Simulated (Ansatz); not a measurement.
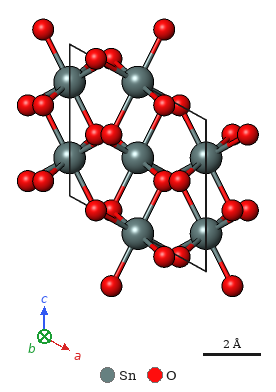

Solid SnO₂ (set up in P4_2/mnm), before the relaxation. The picture is a ball-and-stick view of the cell of the calculation, seen along the b axis.

Case: volume × 1.06, shape and atoms relaxed.

These are results of DFT r2SCAN, scalar-relativistic, plane waves, PAW (Ansatz), not measurements.

Input
```yaml
crystal:
  lattice:
    - [-3.2477075606, 3.4397797509, 3.4397768194]
    - [3.2477075606, -3.4397797509, 3.4397768194]
    - [3.2477075606, 3.4397797509, -3.4397768194]
  atoms:
    - { symbol: Sn, position: [0.9999960315, 0.2499960315, 0.75] }
    - { symbol: Sn, position: [3.9685e-06, 0.7500039685, 0.25] }
    - { symbol: Sn, position: [0.5, 0.5, 0.5] }
    - { symbol: Sn, position: [0.5, 0.0, 0.0] }
    - { symbol: O, position: [0.1934486724, 0.1934511378, 0.5000024653] }
    - { symbol: O, position: [0.6934518997, 0.7500030783, 0.9434488214] }
    - { symbol: O, position: [0.1934486724, 0.6934462071, 0.9999975347] }
    - { symbol: O, position: [0.3065542568, 0.7500030783, 0.5565511786] }
    - { symbol: O, position: [0.6934457432, 0.2499969217, 0.4434488214] }
    - { symbol: O, position: [0.3065481003, 0.2499969217, 0.0565511786] }
    - { symbol: O, position: [0.8065513276, 0.3065537929, 2.4653e-06] }
    - { symbol: O, position: [0.8065513276, 0.8065488622, 0.4999975347] }
basis:
  ecutwfc: 500
kpoints:
  mp_grid: { grid: [6, 6, 6] }
hamiltonian:
  xc: r2scan
scf:
  occupations: { method: gaussian, width: 0.02 }
output:
  forces: true
  stress: true
  eigenvalues: true
relax:
  adjacent_minimum: "off"
  f_tol: 0.01
  max_steps: 30
  cell: { stress_tol: 0.1, fix: [volume] }
```

Run as
```bash
ansatz run input.yaml --threads 2 --pin off --max-ram 5120MiB --backend cpu --events-out ev --progress --plain --runs-dir out
```

Predict the outcome.

Answer. After 3 accepted moves (4 points after the start) the energy has fallen by 0.6 meV per atom. The largest force component goes from 0.11 to 0.00026 eV/Å. Pressure: −10.56 GPa at the start and −10.06 GPa at the end. At 1 point the geometry stayed and the basis and grid were re-selected for the new cell (energy shift of less than 0.05 meV per atom at most each time). The largest moves relative to the cell, 0.006 Å, are those of 8 atoms (O5, O6, O7, O8 and others). O6 goes along [−1 0 −1]. Sn stays in place. The drawn cell changes at constant volume: a = b = c 5.849 → 5.850 Å (0.0 %), α 112.5° → 113.0°, β 108.0° → 107.8°, γ 108.0° → 107.8°. Near-neighbour distances that change, for instance: Sn1–O10 2.109 → 2.120 Å, Sn1–O11 2.100 → 2.091 Å. The space group stays P4_2/mnm (No. 136).
